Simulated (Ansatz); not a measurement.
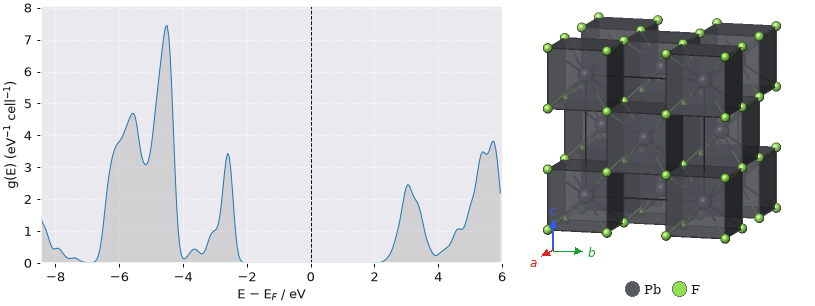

Density of states, beside the structure. Energies are counted from the Fermi level. The curve is built from the levels of the k mesh with Gaussians 0.3 eV wide, which also blur the band edges.

The Ansatz input:

```
crystal:
  lattice:
    - [2.0829741676, 1.2026056964, 3.4024036787]
    - [-2.0829741676, 1.2026056964, 3.4024036787]
    - [0.0, -2.4052113928, 3.4024036787]
  atoms:
    - { symbol: Pb, position: [0.0, 0.0, 0.0] }
    - { symbol: F, position: [0.7500019271, 0.7500019271, 0.7500019271] }
    - { symbol: F, position: [0.2499980729, 0.2499980729, 0.2499980729] }
kpoints:
  mp_grid: { grid: [8, 8, 8] }
  band_path:
    path:
      - [0.0, 0.0, 0.0]
      - [0.5, 0.5, 0.5]
      - [0.7500451143, 0.2499548857, 0.5]
      - [0.5, -0.2499548857, 0.2499548857]
      - [0.5, 0.0, 0.0]
      - [0.3749774429, -0.3749774429, 0.0]
      - [0.6250225571, 0.0, 0.3749774429]
      - [0.5, 0.0, 0.5]
    npoints: 1
hamiltonian:
  xc: r2scan
  dispersion: rvv10
scf:
  occupations: { method: fermi_dirac, width: 0.03 }
  n_extra_bands: 4
output:
  forces: true
  stress: true
  eigenvalues: true
```

Run as:
```bash
ansatz run input.yaml --threads 2 --pin off --max-ram 2211MiB --backend cpu --events-out ev --progress --plain --runs-dir out
```

**Is there a gap at the Fermi level, and how wide?**

There is a gap; over the k points computed it is 4.88 eV (indirect; the smallest direct gap is 5.02 eV).

**Where is the tallest peak of the filled states in the window?**

Within the window shown, the tallest peak of the filled states lies 2.0 eV under the valence-band top, at about 7.4 states per eV and cell.

Spin-orbit coupling is left out, which matters for Pb.
